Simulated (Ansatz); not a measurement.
# Geometry relaxation, with input and output: Ru

Ru (Im-3m, 3 atoms in the cell), computed with DFT PBE, scalar-relativistic, plane waves, PAW, no spin polarisation (Ansatz 0.2.0).

The structure derives from a Materials Project entry. It belongs to a series of runs on one base structure; here: 3 of 3 Fe sites taken by Ru, cell and atoms relaxed. Figures and captions count atoms from 1; the log counts them from 0 in places.

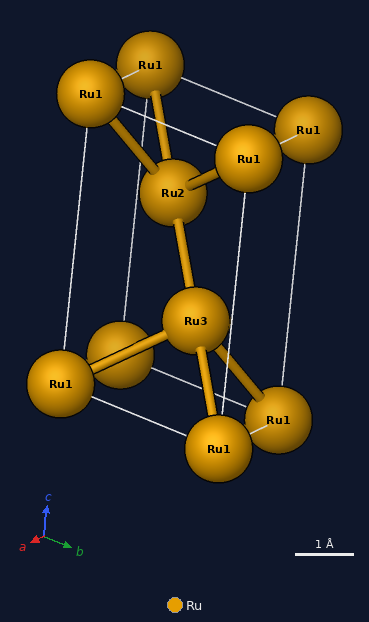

*The structure as given in the input (ball-and-stick view of the cell of the calculation, seen slightly off an axis; atoms are numbered from 1 in the order of the input).*

Near neighbours in the crystal (not all of them lie inside the picture): Ru has 8 Ru at 2.64 Å.

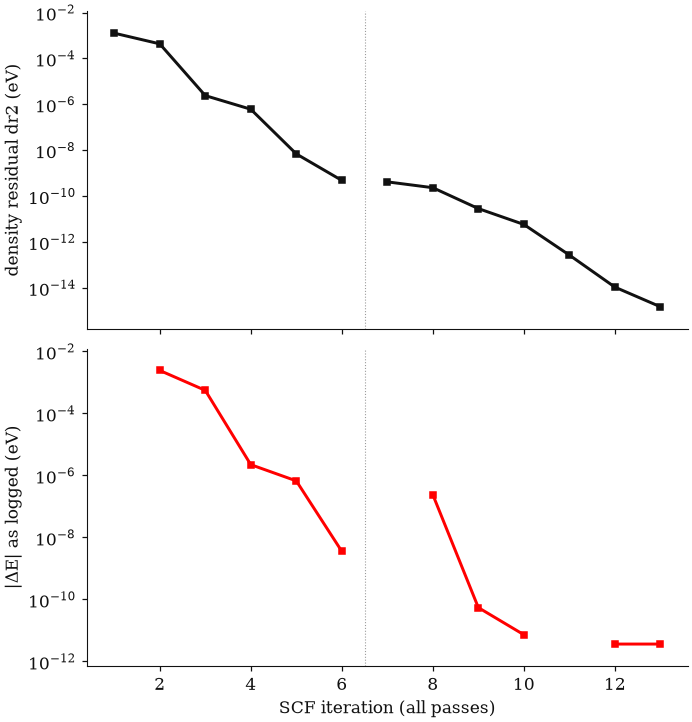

*Convergence of the self-consistent field: density residual dr2 and size of the energy change against the SCF iteration. The dotted lines part the SCF passes of the relaxation: geometry steps, rejected trials and re-solves on a re-selected basis.*

The passes take 6 and 7 iterations.

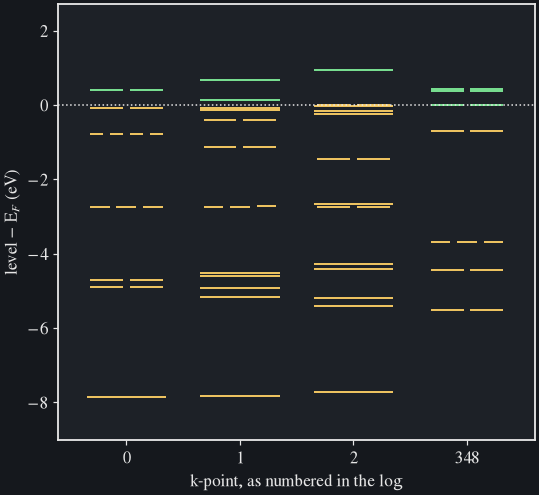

*Kohn–Sham levels near the Fermi level (dotted) at the few k-points that the log prints; levels within 0.02 eV of each other stand side by side.*

The system is metallic on the full mesh.

The input that produced these results follows, with the program's output.

### Input
```yaml
crystal:
  lattice:
    - [3.0534289988, 0.0, 0.0]
    - [0.0, 3.0534289988, 0.0]
    - [-1.5267144994, -1.5267144994, 4.5801434982]
  atoms:
    - { symbol: Ru, position: [0.0, 0.0, 0.0] }
    - { symbol: Ru, position: [0.3333333333, 0.3333333333, 0.6666666667] }
    - { symbol: Ru, position: [0.6666666667, 0.6666666667, 0.3333333333] }
basis:
  ecutwfc: 420
kpoints:
  mp_grid: { grid: [16, 16, 16] }
hamiltonian:
  xc: pbe
scf:
  occupations: { method: gaussian, width: 0.1 }
output:
  forces: true
  stress: true
  eigenvalues: true
relax:
  adjacent_minimum: "off"
  f_tol: 0.015
  max_steps: 60
  cell: { stress_tol: 0.15 }
```

Launch command:
```bash
ansatz run input.yaml --threads 1 --pin off --max-ram 2560MiB --backend cpu --events-out ev --progress --plain --runs-dir out
```

### Output
```
Engine: ansatz 0.2.0, x86_64-unknown-linux-gnu
Pseudopotentials: kind: paw
Pseudopotential: Ru, paw, valence charge 16, recommended cutoff 420 eV (normal), Ru.paw.azcp
Functional definition: PBE
  parameter kappa = 0.804
  parameter beta = 0.06672455060314922
  exchange = pbe_x(kappa = kappa, mu = beta*pi^2/3)
  correlation = pbe_c(beta = beta)
Crystal: 3 atoms, lattice volume = 42.703 Å³
Basis set: ecut = 420 eV, 859 PW (Γ), exchange–correlation on 48×48×72 points (8 copies of the dense FFT grid, shifted against one another)
Bands: 29, of which v1, the nominal top of the filled ones, is band 24 counted from 1 (23 counted from 0)
Symmetry: 48 space group operations
Space group: Im-3m (ITA 229), of the structure as read, at distance tolerance 3.5e-5 Å
k-points: 349 of 4096
Non-local potential: Ru, projectors of the file, l = 0: 3, l = 1: 2, l = 2: 2, l = 3: 1
PAW form: soft (Blöchl's): semilocal exchange-correlation on the pseudo side does not see the compensation charge
PAW one-centre angular grid: Ru, 590 points (default); XC on 64 Gauss nodes
Initial density: superposition of atomic densities (neutral atoms: chi_scale 0, normalization atom), corrected by the library's trained network
Initial wavefunctions: pseudopotential atomic-orbital guess
Functional: x = pbe(κ = 0.804, μ = 0.2195149727645171), c = pbe(β = 0.06672455060314922)
SCF iter   1: F=—  HF=-17634.194882 eV  |F-HF|=—  |Δ(HF+E_count)|=         —  Δρ=4.09e-3  dr2=1.26e-3  ethr=1.77e-3  ⟨swp⟩=4.9  Hψ=35034  notcnv=0
preconditioner: auto → Kerker (q_TF=auto, 2.782 Å⁻¹)  [metal: Δε(μ)=0.000 eV  Ē_g=4.535 eV  σ=0.100 eV  W_gap=0.00  n_scr=12 (ndim 8)  ℏωp=27.8 eV  f_vac=0.000  D(μ)=6.16/eV (n_scr^D=110)]
SCF iter   2: F=—  HF=-17634.197320 eV  |F-HF|=—  |Δ(HF+E_count)|=   2.44e-3  Δρ=2.30e-3  dr2=4.31e-4  ethr=2.62e-6  ⟨swp⟩=2.1  Hψ=20266  notcnv=0
SCF iter   3: F=—  HF=-17634.197876 eV  |F-HF|=—  |Δ(HF+E_count)|=   5.56e-4  Δρ=1.64e-4  dr2=2.39e-6  ethr=8.97e-7  ⟨swp⟩=2.0  Hψ=17830  notcnv=0
SCF iter   4: F=—  HF=-17634.197879 eV  |F-HF|=—  |Δ(HF+E_count)|=   2.23e-6  Δρ=7.03e-5  dr2=6.08e-7  ethr=4.98e-9  ⟨swp⟩=2.0  Hψ=17789  notcnv=0
iter 5 did not close the SCF: its close was put off for the readings that it lacked (scf_convergence_deferred on its scf_iter line)
SCF iter   5: F=-17634.197879 eV  HF=-17634.197879 eV  |F-HF|=2.99e-9  |Δ(HF+E_count)|=   6.68e-7  Δρ=5.96e-6  dr2=6.87e-9  ethr=1.27e-9  ⟨swp⟩=2.0  Hψ=18086  notcnv=0
SCF iter   6: F=-17634.197879 eV  HF=-17634.197879 eV  |F-HF|=1.24e-10  |Δ(HF+E_count)|=   3.57e-9  Δρ=1.54e-6  dr2=4.81e-10  ethr=1.43e-11  ⟨swp⟩=2.1  Hψ=31364  notcnv=0
SCF 1 converged in 6 iterations: F = -17634.197879 eV  dr2 = 4.81e-10
  greatest PAW one-centre occupation: 0.998 electrons in one spin orbital (limit 2), on the Ru atom at site 2 (counted from 0), in its partial waves of l = 0
relax step   1: F+E_penalty+E_count = -17634.19787938 eV  Δ(F+E_penalty+E_count) = +0.000e0 eV  max|allowed force component| = 1.226e-27 eV/Å  Δτ_max = 0.0000 Å  P = -0.082 GPa  Ω = 42.703 Å³  (6 SCF iters, dr2 threshold 1.00e-7 eV, accepted)
Initial density: handed on by an earlier stage of this run
Initial wavefunctions: pseudopotential atomic-orbital guess (no wavefunctions were taken with the density)
iter 1 solved again at ethr=1.59e-8 eV; its pass at ethr=3.10e-3 eV (dr2=7.62e-6 eV) is discarded
SCF iter   1: F=—  HF=-17634.197879 eV  |F-HF|=—  |Δ(HF+E_count)|=         —  Δρ=1.50e-6  dr2=4.15e-10  ethr=1.59e-8  ⟨swp⟩=3.1  Hψ=65536  notcnv=0
eigensolver tolerance schedule: the retry pair's looser diagonalisation over-reported the residual by 18379.85 of it (diagonalisation noise at 0.10 of the residual, at the tolerance the schedule requests for it); recorded, not acted on — ethr = c·dr2/N_el stays at c = 1.0e-1
preconditioner: auto → Kerker (q_TF=auto, 2.782 Å⁻¹)  [metal: Δε(μ)=0.003 eV  Ē_g=4.534 eV  σ=0.100 eV  W_gap=0.02  n_scr=12 (ndim 8)  ℏωp=27.8 eV  f_vac=0.000  D(μ)=6.16/eV (n_scr^D=110)]
SCF iter   2: F=—  HF=-17634.197879 eV  |F-HF|=—  |Δ(HF+E_count)|=   2.39e-7  Δρ=1.03e-6  dr2=2.31e-10  ethr=1.00e-12  ⟨swp⟩=3.0  Hψ=27011  notcnv=0
iter 3 did not close the SCF: its close was put off for the readings that it lacked (scf_convergence_deferred on its scf_iter line)
SCF iter   3: F=-17634.197879 eV  HF=-17634.197879 eV  |F-HF|=2.55e-11  |Δ(HF+E_count)|=  5.46e-11  Δρ=3.70e-7  dr2=2.84e-11  ethr=1.00e-12  ⟨swp⟩=2.2  Hψ=13100  notcnv=0
iter 4 did not close the SCF: its close was put off for the readings that it lacked (scf_convergence_deferred on its scf_iter line)
SCF iter   4: F=-17634.197879 eV  HF=-17634.197879 eV  |F-HF|=0.00e0  |Δ(HF+E_count)|=  7.28e-12  Δρ=1.90e-7  dr2=5.78e-12  ethr=1.00e-12  ⟨swp⟩=1.0  Hψ=10121  notcnv=0
iter 5 did not close the SCF: its close was put off for the readings that it lacked (scf_convergence_deferred on its scf_iter line)
SCF iter   5: F=-17634.197879 eV  HF=-17634.197879 eV  |F-HF|=0.00e0  |Δ(HF+E_count)|=    0.00e0  Δρ=4.94e-8  dr2=2.67e-13  ethr=1.00e-12  ⟨swp⟩=1.0  Hψ=10121  notcnv=0
iter 6 did not close the SCF: its close was put off for the readings that it lacked (scf_convergence_deferred on its scf_iter line)
SCF iter   6: F=-17634.197879 eV  HF=-17634.197879 eV  |F-HF|=7.28e-12  |Δ(HF+E_count)|=  3.64e-12  Δρ=8.07e-9  dr2=1.07e-14  ethr=1.00e-12  ⟨swp⟩=1.0  Hψ=10121  notcnv=0
SCF iter   7: F=-17634.197879 eV  HF=-17634.197879 eV  |F-HF|=0.00e0  |Δ(HF+E_count)|=  3.64e-12  Δρ=2.68e-9  dr2=1.49e-15  ethr=1.00e-12  ⟨swp⟩=1.2  Hψ=21740  notcnv=0
SCF 2 converged in 7 iterations: F = -17634.197879 eV  dr2 = 1.49e-15
relax step   2: F+E_penalty+E_count = -17634.19787938 eV  Δ(F+E_penalty+E_count) = -3.638e-11 eV  max|allowed force component| = 8.770e-29 eV/Å  Δτ_max = 0.0000 Å  P = -0.082 GPa  Ω = 42.703 Å³  stress off target by 1.09e-1 GPa  SCF on the basis re-selected at this cell (its energy is not comparable with the rows above)  (7 SCF iters)
basis re-selected at this cell: Δ(F+E_penalty+E_count) = -3.638e-11 eV, ΔP = +0.000 GPa vs the last step (what re-selecting the basis moved, of the pressure what is left beyond the Pulay correction that the steps carried, after the strain that the cell walked since its last selection, with what the two solves' SCF thresholds leave and, on support functions, any second-order correction that the steps lacked; it is no measure of the basis error at this ecutwfc). This SCF's stress stands 1.09e-1 GPa from its target on what of the cell is left free (relax.cell.stress_tol is 1.50e-1 GPa) and its largest allowed force component is 8.77e-29 eV/Å (relax.f_tol is 1.50e-2 eV/Å): within both
SCF converged after 7 iterations
Free energy (F): -17634.197879 eV
Harris-Foulkes:  -17634.197879 eV  (|F-HF|=0.00e0)
Internal energy: -17634.167062 eV  (E = F + TS)
E sigma→0 (E₀):  -17634.182471 eV
Entropy (-TS):   -0.030817 eV (-10.272 meV/atom)
Fermi energy:    22.351448 eV
--- Per-component energies (eV) ---
  E_band       = -210.771739
  E_kinetic    = 1540.576479
  E_local      = -3925.133259  (includes V_loc(G=0)·N_el)
  E_nonlocal   = 1032.038995
  E_hartree    = 1261.594351
  E_xc         = -569.884367
  E_vxc        = -715.276601  (∫ρ·V_xc dr)
  E_paw        = -10383.059773  (= ΣΔE_a)
  E_vpaw       = -666.165495  (= ΣTr[D̂ρ^β])
  E_aug_tail   = -0.000562  (compensation charges beyond the density's cutoff)
  E_ewald      = -6590.298926
  E_smearing   = -0.030817  (= −TS)
  E_closure    = -0.000000  (closes the sum)
  Σ components = -17634.197879   (vs F -17634.197879, Δ=0.00e0)
--- Forces (eV/Å), atoms counted from 1 ---
  atom   1  Ru    -0.00000000     0.00000000     0.00000000
  atom   2  Ru     0.00000000     0.00000000     0.00000000
  atom   3  Ru    -0.00000000     0.00000000    -0.00000000
  max |Σ_I F_I| component: 1.62e-28 eV/Å
--- Stress (GPa, compression-positive) ---
       -0.067697       0.000000      -0.000000
       -0.000000      -0.067697      -0.000000
        0.000000       0.000000      -0.109168
  P = ⅓ Tr σ = -0.0815 GPa (-0.815 kbar)
--- Band table (eV; the first three rows and the last of 349) ---
  k-point 0: bands = ["-50.7281", "-50.5117", "-50.5117", "-20.7925", "-20.7925", "-20.6685", "-20.6685", "-20.6685", "-20.6685", "-20.1814", "-20.1808", "-20.1808", "14.4906", "17.4452", "17.4452", "17.6441", "17.6441", "19.6164", "19.6164", "19.6167", "21.5651", "21.5651", "21.5651", "21.5651", "22.2596", "22.2601", "22.7605", "22.7605", "26.4990"]
  k-point 1: bands = ["-50.7268", "-50.5269", "-50.4978", "-20.8091", "-20.7706", "-20.7051", "-20.7051", "-20.6292", "-20.6292", "-20.1869", "-20.1834", "-20.1834", "14.5285", "17.1753", "17.4172", "17.7446", "17.8251", "19.6158", "19.6158", "19.6320", "21.2180", "21.2180", "21.9408", "21.9408", "22.2235", "22.2731", "22.4729", "23.0358", "25.7759"]
  k-point 2: bands = ["-50.7227", "-50.5434", "-50.4854", "-20.8209", "-20.7428", "-20.7383", "-20.7383", "-20.5879", "-20.5879", "-20.2035", "-20.1914", "-20.1914", "14.6407", "16.9372", "17.1706", "17.9328", "18.0708", "19.6147", "19.6147", "19.6780", "20.9043", "20.9043", "22.1155", "22.1790", "22.3132", "22.3378", "22.3378", "23.2925", "25.1271"]
  k-point 348: bands = ["-50.5643", "-50.5643", "-50.5558", "-21.0453", "-21.0453", "-20.6431", "-20.6426", "-20.6426", "-20.5267", "-20.5267", "-20.2445", "-20.2445", "16.8341", "16.8341", "17.9162", "17.9162", "18.6540", "18.6540", "18.6541", "21.6425", "21.6425", "22.3607", "22.3607", "22.7216", "22.7216", "22.7851", "22.7856", "26.9969", "26.9969"]
--- Relaxed structure (1 steps of the walk, 1 accepted, 1 SCFs on fresh bases) ---
  F+E_penalty+E_count = -17634.19787938 eV   max|allowed force component| = 8.770e-29 eV/Å   (the final SCF, on the basis selected at the relaxed cell)
  cell:  # Å, volume = 42.7026 Å³
    - [3.0534289988, 0.0, 0.0]
    - [0.0, 3.0534289988, 0.0]
    - [-1.5267144994, -1.5267144994, 4.5801434982]
  atoms:
    - { symbol: Ru, position: [0.0, 0.0, 0.0] }
    - { symbol: Ru, position: [0.3333333333333333, 0.3333333333333333, 0.6666666666666666] }
    - { symbol: Ru, position: [0.6666666666666666, 0.6666666666666666, 0.3333333333333333] }
```

### Trajectory as extended XYZ (Å, eV, eV/Å), 2 frames, from step=1 to step=2
```
3
Lattice="3.0534 0.0000 0.0000 0.0000 3.0534 0.0000 -1.5267 -1.5267 4.5801" Properties=species:S:1:pos:R:3:forces:R:3 step=1 energy=-17634.19788 pressure_GPa=-0.08
Ru    0.0000    0.0000    0.0000    0.0000   0.0000   0.0000
Ru    0.0000    0.0000    3.0534    0.0000   0.0000   0.0000
Ru    1.5267    1.5267    1.5267    0.0000   0.0000   0.0000
3
Lattice="3.0534 0.0000 0.0000 0.0000 3.0534 0.0000 -1.5267 -1.5267 4.5801" Properties=species:S:1:pos:R:3:forces:R:3 step=2 energy=-17634.19788 pressure_GPa=-0.08
Ru    0.0000    0.0000    0.0000    0.0000   0.0000   0.0000
Ru    0.0000    0.0000    3.0534    0.0000   0.0000   0.0000
Ru    1.5267    1.5267    1.5267    0.0000   0.0000   0.0000
```

### Key numbers

- outcome: converged
- space group (tolerance 0.01 Å): Im-3m (229)
- electrons treated: 48
- free energy: −17634.1979 eV
- Fermi energy: 22.351 eV
- gap on the k-point mesh: none (metallic)
- pressure: −0.08 GPa
- final volume: 42.70 Å³
- largest force (length of the vector) at the end: under 0.001 eV/Å
- final cell: a = 3.053 Å, b = 3.053 Å, c = 5.064 Å, α = 107.55°, β = 107.55°, γ = 90.00°
- hardware: 1 thread of Intel Xeon (Granite Rapids), 128 GiB of memory available, shared host
- wall time: 22 s
- peak memory: 0.6 GiB
